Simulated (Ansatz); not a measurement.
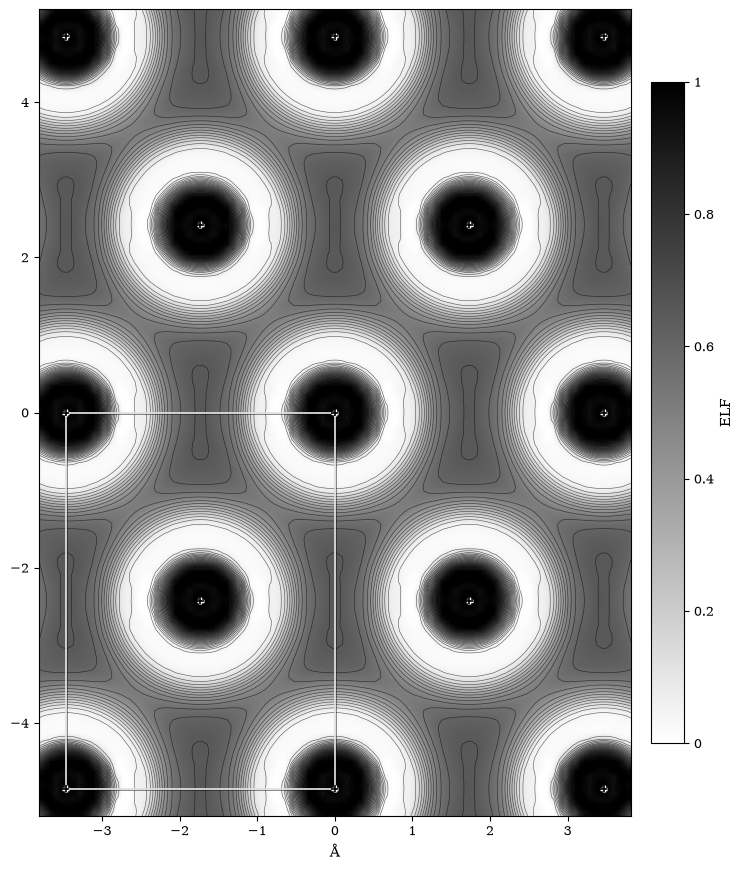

The ELF on a plane through atoms (crosses mark nuclei in the plane).

Theory: DFT PBEsol, scalar-relativistic, plane waves, PAW in Ansatz 0.2.0.

Candidates:
A. Ti$_{2}$Co, a = 6.89 Å, b = 6.89 Å, c = 6.89 Å, α = 90.00°, β = 90.00°, γ = 90.00°. Space group Fd-3m; computed pressure about 5 GPa in this cell; spin-polarised.
B. SiGe, a = 3.90 Å, b = 3.90 Å, c = 6.45 Å, α = 90.00°, β = 90.00°, γ = 120.00°. Space group P6₃mc; a structure from a database of computed crystals, not necessarily the ambient phase.
C. Li, a = 3.47 Å, b = 3.47 Å, c = 3.39 Å, α = 90.00°, β = 90.00°, γ = 90.00°. Space group I4/mmm; changed on purpose from its base cell (biaxial strain in the a-b plane, c and atoms relaxed: +1.0 %).

### Which candidate gave the map?

Candidate C: Li on the (011̄) plane of the conventional cell, which holds Li. Li–Li (2.98 Å): the ELF reaches about 0.50 near the midpoint.
